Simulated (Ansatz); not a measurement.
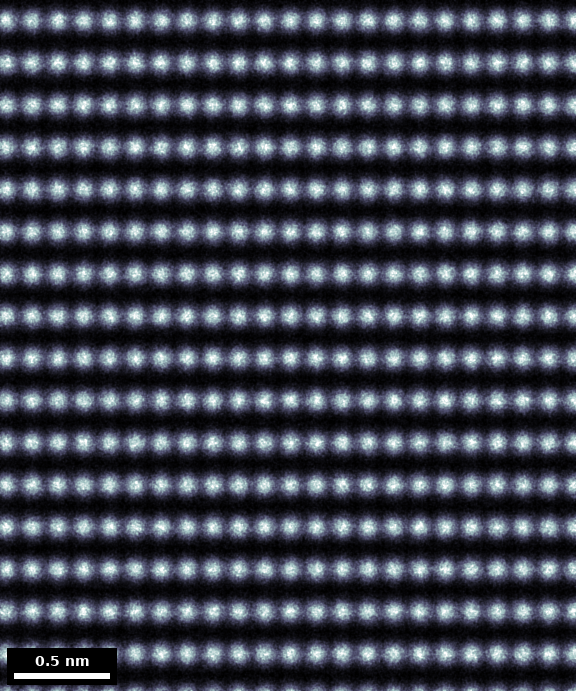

Dark-field STEM-like image of Ir. The image is simulated as a sum over atoms of Z^1.7, blurred by a 0.87 Å probe (no channelling). Shot noise was added.

What two-dimensional lattice does the image show, and how large is its cell?

Answer. The pattern repeats on a rectangular net of 1.3 × 2.2 Å.

Which plane group does this projection have?

Answer. p2mm: mirror lines in two perpendicular directions, with twofold points where they cross.

How many columns does the smallest repeating cell hold, and how many levels of brightness?

Answer. 1 column in the primitive cell of 3.0 Å², all of one brightness.

The crystal is Ir (P6_3/mmc, No. 194) seen along [210]. Model: a calculation's starting geometry; the starting structure was generated, so it need not be a known form of this composition.
